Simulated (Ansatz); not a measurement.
Consider PbSe.

```cif
data_structure
_symmetry_space_group_name_H-M 'P 1'
_symmetry_Int_Tables_number 1
_cell_length_a 4.3955
_cell_length_b 4.3955
_cell_length_c 10.2894
_cell_angle_alpha 90.000
_cell_angle_beta 90.000
_cell_angle_gamma 120.000
_cell_volume 172.16
loop_
_atom_site_label
_atom_site_type_symbol
_atom_site_fract_x
_atom_site_fract_y
_atom_site_fract_z
_atom_site_occupancy
Pb1 Pb 0.00000 0.00000 0.00000 1
Pb2 Pb 0.66667 0.33333 0.33333 1
Pb3 Pb 0.33333 0.66667 0.66667 1
Se1 Se 0.33333 0.66667 0.16667 1
Se2 Se 0.00000 0.00000 0.50000 1
Se3 Se 0.66667 0.33333 0.83333 1
```

Space group R-3m; changed on purpose from its base cell (equal xy, yz and zx shear strains of -3 %, PAW files); computed pressure about 2 GPa in this cell.

Computed with DFT, PBE, PAW with Ansatz's default frozen-core files, scalar-relativistic in Ansatz.

**What will maps of the valence pseudo-density and electron localisation function show?**

Pb–Se (3.06 Å): ρ is about 0.21 e/Å³ halfway; the ELF is about 0.30 at the midpoint.

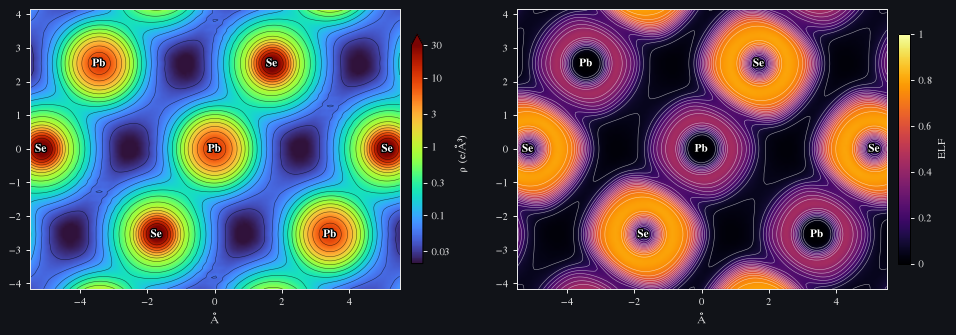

Computed valence pseudo-density and electron localisation function on the (110) plane of the conventional cell, in this order. 

Core electrons are frozen (PAW), and the valence fields are smoothed inside the atomic spheres.
